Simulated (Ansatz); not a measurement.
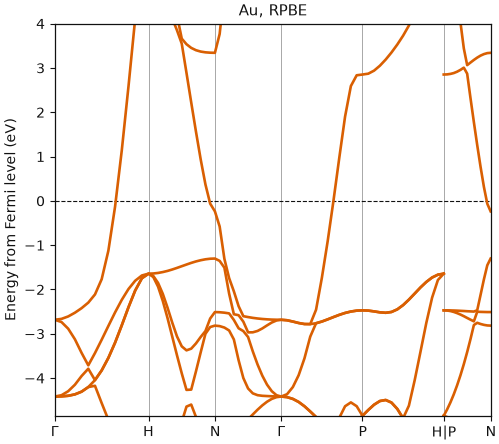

Band structure. Energies are counted from the Fermi level.

> Which Bravais lattice do the labels of the path belong to?

A body-centred cubic lattice: the path Γ–H–N–Γ–P–H|P–N runs through the special points of its Brillouin zone.

The Ansatz input:

```yaml
crystal:
  lattice:
    - [-1.657269, 1.657269, 1.657269]
    - [1.657269, -1.657269, 1.657269]
    - [1.657269, 1.657269, -1.657269]
  atoms:
    - { symbol: Au, position: [0.0, 0.0, 0.0] }
hamiltonian:
  xc: rpbe
  pseudopotentials: { kind: paw }
kpoints:
  mp_grid: { grid: [11, 11, 11] }
  band_path:
    path:
      - [[0.0, 0.0, 0.0], [0.5, -0.5, 0.5], [0.0, 0.0, 0.5], [0.0, 0.0, 0.0], [0.25, 0.25, 0.25], [0.5, -0.5, 0.5]]
      - [[0.25, 0.25, 0.25], [0.0, 0.0, 0.5]]
    npoints: 14
scf:
  occupations: { method: fermi_dirac, width: 0.05 }
  n_extra_bands: 6
output:
  forces: true
  stress: true
  eigenvalues: true
  fatbands: false
```

System: bcc Au, space group Im-3m, 1 atom in the primitive cell.

Ansatz 0.2.0; RPBE, Ansatz PAW, no spin polarisation, no spin-orbit coupling, 11×11×11 k mesh, 420 eV cutoff, Fermi-Dirac smearing of 0.05 eV.

> Metal, semiconductor or insulator?

A metal: 1 band crosses the Fermi level along this path.

> On which lines of the path do bands cross the Fermi level?

Bands cross the Fermi level on Γ–H, H–N, Γ–P and P–N, and not on N–Γ and P–H.

Spin-orbit coupling is left out, which matters for Au. The PAW data sets were made with another functional. The k mesh is thin for a metal, so its Fermi level is uncertain. This isn't the form of Au at room conditions, which is fcc.
